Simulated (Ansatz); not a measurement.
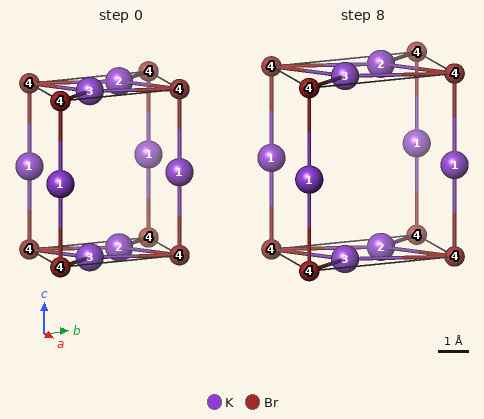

The structure of crystalline K3Br (a generated structure, set up in P6/mmm) (coarse preliminary run) before (left) and after (right) a relaxation, at one scale.

Style: ball-and-stick. Shown: the cell of the calculation, slightly off an axis.

Level of theory: Ansatz 0.2.0, DFT PBE, scalar-relativistic, plane waves, PAW.

Input
```yaml
crystal:
  lattice:
    - [5.44585865, 0.0, 0.0]
    - [-2.72292933, 4.71625194, 0.0]
    - [0.0, 0.0, 5.74753864]
  atoms:
    - { symbol: K, position: [0.0, 0.0, 0.5] }
    - { symbol: K, position: [0.33333333, 0.66666667, 0.0] }
    - { symbol: K, position: [0.66666667, 0.33333333, 0.0] }
    - { symbol: Br, position: [0.0, 0.0, 0.0] }
basis:
  ecutwfc: 420
kpoints:
  mp_grid: { grid: [6, 6, 4] }
hamiltonian:
  xc: pbe
scf:
  occupations: { method: gaussian, width: 0.1 }
  lower_state_search: "off"
output:
  forces: true
  stress: true
  eigenvalues: true
relax:
  adjacent_minimum: "off"
  f_tol: 0.04
  max_steps: 70
  cell: { stress_tol: 0.4 }
```

Launched with:
```bash
ansatz run input.yaml --threads 1 --pin off --max-ram 2048MiB --backend cpu --events-out ev --progress --plain --runs-dir out
```

Describe what moved and what it gained.

Answer. No atom moves by more than 0.005 Å relative to the cell. The drawn cell changes as follows: a = b 5.446 → 6.646 Å (+22.0 %), c 5.748 → 6.333 Å (+10.2 %); the volume changes by +64.1 %. Some distances before and after: K2–K3 3.144 → 3.837 Å, K2–Br4 3.144 → 3.837 Å, K1–Br4 2.874 → 3.166 Å. The space group stays P6/mmm (No. 191). Over 6 accepted moves (8 points after the start) the energy falls by 1.266 eV per cell of the calculation. All forces vanish by symmetry, so only the cell relaxes. The pressure goes from 6.60 to 0.03 GPa. At 2 points the geometry stayed and the basis and grid were re-selected for the new cell (energy shift of 22.0 meV per cell of the calculation at most each time). The run took 34 s on 1 thread of Arm Neoverse V2, with other jobs on the host, peak memory 0.44 GiB.
